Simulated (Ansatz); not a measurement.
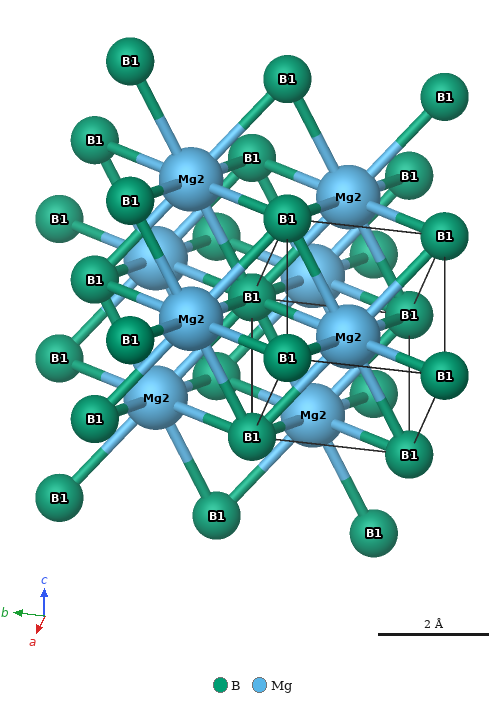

**Figure 1.** The input geometry of run 1 (ball-and-stick view of the cell of the calculation, repeated 2 × 2 × 2, seen at an oblique angle; atoms are numbered from 1 in the order of the input). Near neighbours in the crystal (not all of them lie inside the picture): B has 8 Mg at 2.54 Å; Mg has 8 B at 2.54 Å.

**MgB: one change and its effect**

System: MgB (Pm-3m, 2 atoms in the cell).
Method of run 1: DFT, PBEsol, all-electron LAPW, scalar-relativistic, no spin polarisation (Ansatz 0.2.0).

Its volume is 1.04 times that of the source entry. Text and figures count atoms from 1; the logs count them from 0 in places.

### Input file, run 1
```yaml
crystal:
  lattice:
    - [2.9311688766, 0.0, 0.0]
    - [0.0, 2.9311688766, 0.0]
    - [0.0, 0.0, 2.9311688766]
  atoms:
    - { symbol: B, position: [0.0, 0.0, 0.0] }
    - { symbol: Mg, position: [0.5, 0.5, 0.5] }
kpoints:
  mp_grid: { grid: [11, 11, 11] }
scf:
  occupations: { method: fermi_dirac, width: 0.05 }
hamiltonian:
  xc: pbesol
  pseudopotentials: { kind: all_electron, lapw: { basis_error: 0.00025 } }
output:
  forces: true
  stress: true
  eigenvalues: true
```

Command:
```bash
ansatz run input.yaml --threads 1 --pin off --max-ram 2048MiB --backend cpu --events-out ev --progress --plain --runs-dir out
```

Hardware: 1 thread of Intel Xeon @ 2.50GHz (Skylake/Cascade Lake), 189 GiB of memory available, shared host.

### Output, shortened to warnings, some set-up lines, iterations and results (run 1)
```
Basis set: ecut = 214.1057286442477 eV, 179 PW (Γ), exchange–correlation at level 2
Symmetry: 48 space group operations
k-points: 56 of 1331
Initial density: superposition of atomic densities (chi_scale 0.1, normalization cell, long waves kept (reshape's long-wave potential 0.00 eV rms))
[...]
SCF iter   1: F=—  HF=-6111.135959 eV  |F-HF|=—  |Δ(HF+E_count)|=         —  Δρ=2.86e-2  dr2=3.51e-1  ethr=2.34e-3  ⟨swp⟩=2.0  Hψ=5149  notcnv=0
SCF iter   2: F=—  HF=-6110.963843 eV  |F-HF|=—  |Δ(HF+E_count)|=   1.72e-1  Δρ=7.83e-3  dr2=2.01e-2  ethr=1.35e-4  ⟨swp⟩=2.0  Hψ=3533  notcnv=0
SCF iter   3: F=—  HF=-6110.956017 eV  |F-HF|=—  |Δ(HF+E_count)|=         —  Δρ=2.24e-3  dr2=1.23e-3  ethr=1.34e-4  ⟨swp⟩=2.0  Hψ=1848  notcnv=0
SCF iter   4: F=—  HF=-6110.955652 eV  |F-HF|=—  |Δ(HF+E_count)|=   3.65e-4  Δρ=1.04e-4  dr2=1.15e-6  ethr=8.21e-6  ⟨swp⟩=2.0  Hψ=1828  notcnv=0
SCF iter   5: F=—  HF=-6110.955650 eV  |F-HF|=—  |Δ(HF+E_count)|=   1.71e-6  Δρ=3.02e-5  dr2=8.51e-8  ethr=7.68e-9  ⟨swp⟩=2.9  Hψ=1941  notcnv=0
SCF iter   6: F=-6110.955651 eV  HF=-6110.955651 eV  |F-HF|=5.13e-10  |Δ(HF+E_count)|=   2.25e-7  Δρ=1.45e-6  dr2=2.33e-10  ethr=5.67e-10  ⟨swp⟩=2.0  Hψ=1825  notcnv=0
SCF 1 converged in 6 iterations: F = -6110.955651 eV  dr2 = 2.33e-10
SCF converged after 6 iterations
Free energy (F): -6110.955651 eV
Harris-Foulkes:  -6110.955651 eV  (|F-HF|=5.13e-10)
Internal energy: -6110.952019 eV  (E = F + TS)
E sigma→0 (E₀):  -6110.953835 eV
Entropy (-TS):   -0.003632 eV (-1.816 meV/atom)
Fermi energy:    7.800718 eV
--- Per-component energies (eV) ---
  E_band       = -651.197776
  E_kinetic    = 6110.954897
  E_xc         = -541.453176
  E_electrostatic = -11680.453740  (all electrons and nuclei)
  E_smearing   = -0.003632  (= −TS)
  E_closure    = 0.000000  (closes the sum)
  E_atoms      = -6103.786378  (free atoms, spherical and without spin; not in F)
  Σ components = -6110.955651   (vs F -6110.955651, Δ=0.00e0)
  Basis errors (estimates in eV, not in F): energy 6.7e-5 per atom: plane waves 6.2e-5 (3.3e-5 summed), levels above the bands 4.0e-89, relativity 2.6e-9, radial functions 5.4e-6, core shells 1.0e-15; eigenvalues (radial functions only) 2.7e-6; not estimated: angular momenta, meshes, grids; target …
--- Forces (eV/Å), atoms counted from 1 ---
  atom   1  B      0.00000000    -0.00000000     0.00000000
  atom   2  Mg    -0.00000000     0.00000000     0.00000000
  max |Σ_I F_I| component: 2.88e-32 eV/Å
--- Stress (GPa, compression-positive) ---
       -4.899531      -0.000000       0.000000
       -0.000000      -4.899531       0.000000
        0.000000       0.000000      -4.899531
  P = ⅓ Tr σ = -4.8995 GPa (-48.995 kbar)
```

For run 2 the input was changed thus:
```diff
-  xc: pbesol
+  xc: lda
```

What does this change do to the results?

The total energies belong to different methods, so their difference says nothing on which is more stable or more accurate. The pressure goes from −4.90 to −7.90 GPa. The functional changes from PBEsol to LDA. Along LDA, PBEsol, PBE and RPBE the binding weakens and the preferred volume grows, so the same cell is under more pressure with the later ones. The number of SCF iterations is the same.

### Output, shortened to warnings, some set-up lines, iterations and results (run 2)
```
Basis set: ecut = 215.19927172233565 eV, 179 PW (Γ), exchange–correlation at level 2
Symmetry: 48 space group operations
k-points: 56 of 1331
Initial density: superposition of atomic densities (chi_scale 0.1, normalization cell, long waves kept (reshape's long-wave potential 0.00 eV rms))
[...]
SCF iter   1: F=—  HF=-6097.847878 eV  |F-HF|=—  |Δ(HF+E_count)|=         —  Δρ=3.08e-2  dr2=4.08e-1  ethr=2.72e-3  ⟨swp⟩=2.0  Hψ=5155  notcnv=0
SCF iter   2: F=—  HF=-6097.640243 eV  |F-HF|=—  |Δ(HF+E_count)|=   2.08e-1  Δρ=7.82e-3  dr2=1.99e-2  ethr=1.33e-4  ⟨swp⟩=2.0  Hψ=3557  notcnv=0
SCF iter   3: F=—  HF=-6097.630971 eV  |F-HF|=—  |Δ(HF+E_count)|=   9.27e-3  Δρ=2.41e-3  dr2=1.48e-3  ethr=1.33e-4  ⟨swp⟩=2.0  Hψ=1835  notcnv=0
SCF iter   4: F=—  HF=-6097.630287 eV  |F-HF|=—  |Δ(HF+E_count)|=   6.84e-4  Δρ=1.15e-4  dr2=1.37e-6  ethr=9.85e-6  ⟨swp⟩=2.0  Hψ=1843  notcnv=0
SCF iter   5: F=—  HF=-6097.630283 eV  |F-HF|=—  |Δ(HF+E_count)|=   4.06e-6  Δρ=3.52e-5  dr2=1.18e-7  ethr=9.16e-9  ⟨swp⟩=2.8  Hψ=1934  notcnv=0
SCF iter   6: F=-6097.630283 eV  HF=-6097.630283 eV  |F-HF|=4.07e-10  |Δ(HF+E_count)|=   9.89e-8  Δρ=1.87e-6  dr2=3.58e-10  ethr=7.90e-10  ⟨swp⟩=2.0  Hψ=1825  notcnv=0
SCF 1 converged in 6 iterations: F = -6097.630283 eV  dr2 = 3.58e-10
SCF converged after 6 iterations
Free energy (F): -6097.630283 eV
Harris-Foulkes:  -6097.630283 eV  (|F-HF|=4.07e-10)
Internal energy: -6097.626599 eV  (E = F + TS)
E sigma→0 (E₀):  -6097.628441 eV
Entropy (-TS):   -0.003684 eV (-1.842 meV/atom)
Fermi energy:    7.654132 eV
--- Per-component energies (eV) ---
  E_band       = -651.327877
  E_kinetic    = 6089.819541
  E_xc         = -527.285488
  E_electrostatic = -11660.160652  (all electrons and nuclei)
  E_smearing   = -0.003684  (= −TS)
  E_closure    = 0.000000  (closes the sum)
  E_atoms      = -6090.092503  (free atoms, spherical and without spin; not in F)
  Σ components = -6097.630283   (vs F -6097.630283, Δ=0.00e0)
  Basis errors (estimates in eV, not in F): energy 6.6e-5 per atom: plane waves 5.9e-5 (3.1e-5 summed), levels above the bands 5.0e-87, relativity 6.3e-10, radial functions 6.9e-6, core shells 9.2e-16; eigenvalues (radial functions only) 2.6e-6; not estimated: angular momenta, meshes, grids; target …
--- Forces (eV/Å), atoms counted from 1 ---
  atom   1  B     -0.00000000     0.00000000    -0.00000000
  atom   2  Mg     0.00000000     0.00000000    -0.00000000
  max |Σ_I F_I| component: 1.23e-31 eV/Å
--- Stress (GPa, compression-positive) ---
       -7.897464       0.000000       0.000000
        0.000000      -7.897464       0.000000
        0.000000       0.000000      -7.897464
  P = ⅓ Tr σ = -7.8975 GPa (-78.975 kbar)
```

### The two runs side by side

```tsv
quantity	run 1	run 2
outcome	converged	converged
free energy per atom (eV)	−3055.4778	−3048.8151
energy per atom, smearing taken to zero (eV)	−3055.4769	−3048.8142
pressure (GPa)	−4.90	−7.90
largest force (eV/Å)	0.000	0.000
SCF iterations	6	6
irreducible k-points	56	56
plane waves at Γ	179	179
wall time (shared host)	12 s	12 s
```

For run 2: The cell is under a tension of 7.9 GPa at this level, so it is not at its equilibrium volume.
